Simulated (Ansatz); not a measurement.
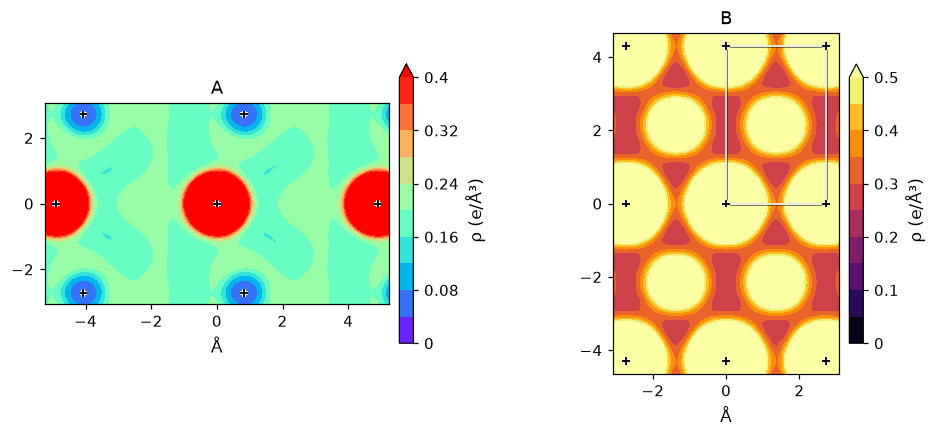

The valence pseudo-density of 2 systems, each on a plane through atoms (crosses mark nuclei in the plane).

Computed with DFT PBEsol, scalar-relativistic, plane waves, PAW in Ansatz 0.2.0.

System 1: Rh, the (100) plane of the conventional cell. Space group P6₃/mmc; a structure from a database of computed crystals, not necessarily the ambient phase; changed on purpose from its base cell (strain +0.000 along x and y, -0.030 along z, atoms carried along); computed pressure about −6 GPa in this cell; computed without spin polarisation.

System 2: TiAl3, the (110) plane of the calculation cell. Space group Pmm2; a structure from a database of computed crystals, not necessarily the ambient phase; computed without spin polarisation.

```
Ti Al
1.0
     2.78139    0.00000    0.00000
     0.00000    4.67107    0.00000
     0.00000    0.00000    9.78681
Ti Al
2 6
Direct
  0.00000 0.50000 0.08158
  0.00000 0.50000 0.58158
  0.50000 0.50000 0.33202
  0.50000 0.50000 0.83202
  0.50000 0.00000 0.16656
  0.50000 0.00000 0.66656
  0.00000 0.00000 0.41984
  0.00000 0.00000 0.91984
```

### Which map belongs to which system?

Panel A is system 2, TiAl3: the plane holds Ti and Al. Panel B is system 1, Rh: the plane holds Rh. Rh–Rh (2.73 Å): ρ is about 0.35 e/Å³ halfway.
